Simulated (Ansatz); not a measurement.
Given this structure, the geometry relaxed with DFT, PBEsol, plane waves (420 eV) with PAW, scalar-relativistic (Ansatz); the starting structure was generated, so it need not be a known form of this composition, written in its standard cell:

```yaml
crystal:
  lattice:
    - [3.90233, 0.00000, 0.00000]
    - [-1.95116, 3.37951, 0.00000]
    - [0.00000, 0.00000, 2.40409]
  atoms:
    - { symbol: Co, position: [0.00000, 0.00000, 0.00000] }
    - { symbol: Co, position: [0.33333, 0.66667, 0.50000] }
    - { symbol: Co, position: [0.66667, 0.33333, 0.50000] }
```

**Predict the [001] zone-axis pattern (120 kV, kinematic, B = 1 Å²).**

The spots form a hexagonal net with both shortest vectors at d = 1.95 Å, 60.0° apart. They are 2 -1 0 and 1 1 0. The pattern has symmetry 6mm. Reflections such as 0 1 0, 1 -1 0, 1 0 0 are allowed but too weak to see at this display level.

Strongest reflections with d > 0.80 Å, one of each family (|F|² from tabulated Gaussian fits of the electron scattering factors, times a small damping for the curvature of the Ewald sphere):

```tsv
hkl	d (Å)	I (strongest = 100)
2 -1 0	1.951	100
3 0 0	1.127	25
4 -2 0	0.976	15
```

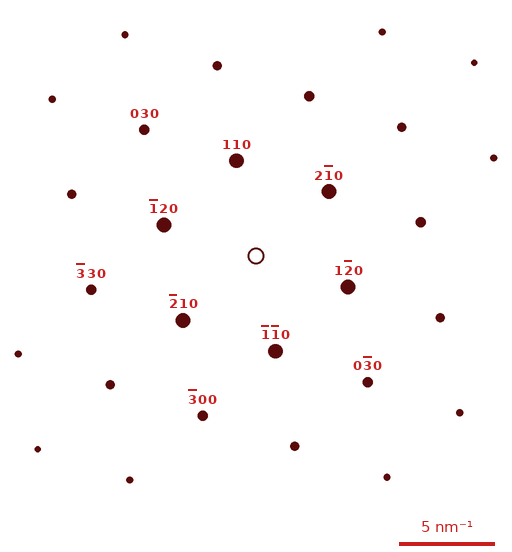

Calculated pattern, seen from the source side with [001] pointing towards the source.
